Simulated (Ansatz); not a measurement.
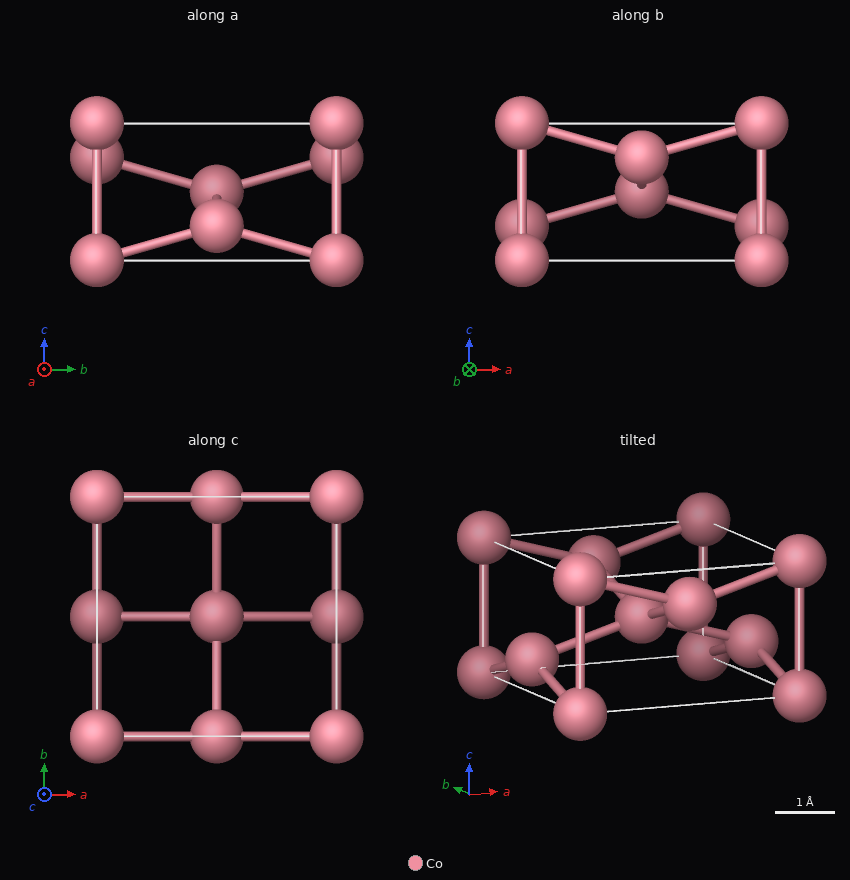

Crystal structure, ball-and-stick style, seen along the a axis, along the b axis, along the c axis and slightly off an axis. The frame is the conventional unit cell; atoms at its boundary are shown with their periodic copies.

Lattice parameters: a = 4.1242 Å, b = 4.1242 Å, c = 2.3591 Å, α = 90.000°, β = 90.000°, γ = 90.000°.

Reconstruct the structure as a CIF in P1 with every atom of the cell.

Answer.
```cif
data_structure
_symmetry_space_group_name_H-M 'P 1'
_symmetry_Int_Tables_number 1
_cell_length_a 4.1242
_cell_length_b 4.1242
_cell_length_c 2.3591
_cell_angle_alpha 90.000
_cell_angle_beta 90.000
_cell_angle_gamma 90.000
_cell_volume 40.13
loop_
_atom_site_label
_atom_site_type_symbol
_atom_site_fract_x
_atom_site_fract_y
_atom_site_fract_z
_atom_site_occupancy
Co1 Co 0.5000 0.5000 0.5000 1
Co2 Co 0.5000 0.0000 0.7500 1
Co3 Co 0.0000 0.0000 0.0000 1
Co4 Co 0.0000 0.5000 0.2500 1
```

It goes back to a structure type filled with this element by a generator (whether the element takes this form wasn't checked). Earlier steps of the study may have refined or changed the cell and positions. An electronic-structure calculation with Ansatz was run on it.

At this level of theory the cell isn't at rest (compressed, at 23 GPa), so its distances can differ from those at equilibrium, the more so the softer the solid.
